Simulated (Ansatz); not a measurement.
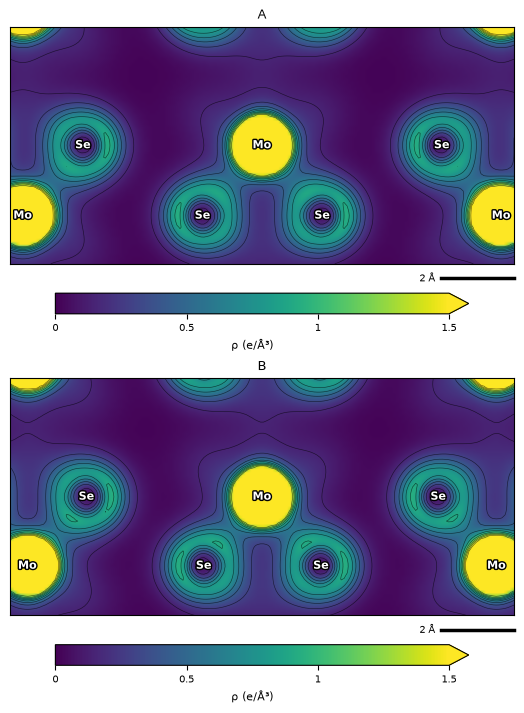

MoSe2. The valence electron density of two cells that differ in size, on the (110) plane of each (indices in the axes of the calculation cell), at one length scale and on one colour scale: A has 20.9 Å³ an atom and B 19.7.

Level of theory: Kohn-Sham DFT of a periodic cell, PBE, Ansatz PAW large core in Ansatz 0.2.0.

What does the compression do to the bonding and the properties?

Answer. From the larger cell to the smaller, Mo–Se goes from 2.52 to 2.47 Å, and the density at its midpoint from 0.53 to 0.58 e/Å³; the pressure goes from 2.6 to 11 GPa.
